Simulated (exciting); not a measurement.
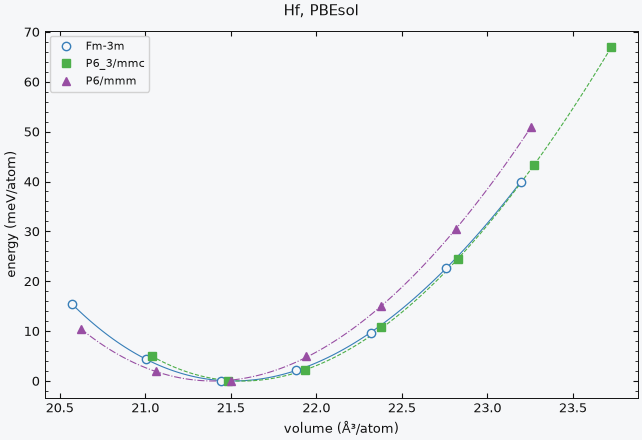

The figure shows the energy against volume, with one curve for each structure, for Hf. Each energy curve has its own zero, so the curves don't rank the structures.

How it was computed, with exciting sodium: all-electron LAPW DFT, no spin polarisation; energies at scaled volumes of the given cell, shape and fractions fixed, counted from the fit's minimum, third-order Birch-Murnaghan fit. Level: PBEsol.

| setting | value |
| --- | --- |
| occupations | Fermi–Dirac |
| smearing width | 0.05 eV |
| potentials | all electron LAPW+lo, shipped species files |

Settings that differ: Fm-3m: k mesh 10×10×10; P6_3/mmc: k mesh 10×10×5; P6/mmm: k mesh 6×6×9.

Q: Order the curves by fitted equilibrium volume, smallest first.

A: P6/mmm 21.397, Fm-3m 21.515, P6_3/mmc 21.567 Å³/atom.

Q: Order the curves by fitted bulk modulus, smallest first.

A: Fm-3m 110.8, P6/mmm 113.8, P6_3/mmc 118.2 GPa.
